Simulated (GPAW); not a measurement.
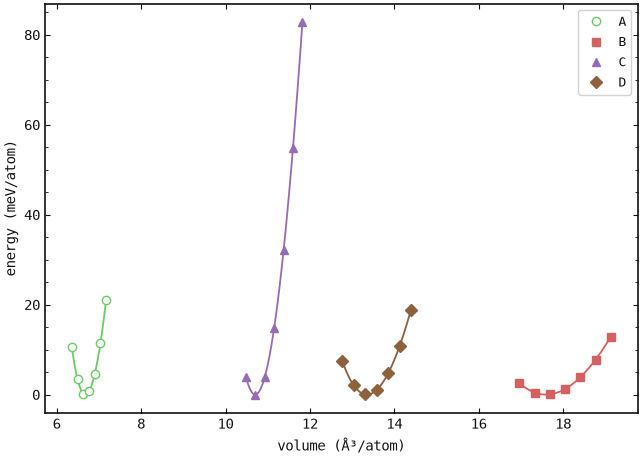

The picture above shows the energy against volume, with one curve for each compound, for Be₂C, CaF₂, HfO₂ and Li₂Se (all in space group Fm-3m (No. 225)). The labels are replaced by letters.

Calculation (GPAW 26.7.0): PAW DFT in plane waves, on a grid or in atomic orbitals, no spin polarisation; energies at scaled volumes of the given cell, shape and fractions fixed, counted from the fit's minimum, third-order Birch-Murnaghan fit. Level: PBEsol.

- occupations: Fermi–Dirac
- smearing width: 0.05 eV
- potentials: PAW data sets made by gpaw setup for the functional
- wave cutoff: 800 eV

### Which letter stands for which compound?

A: Be2C; B: Li2Se; C: HfO2; D: CaF2.
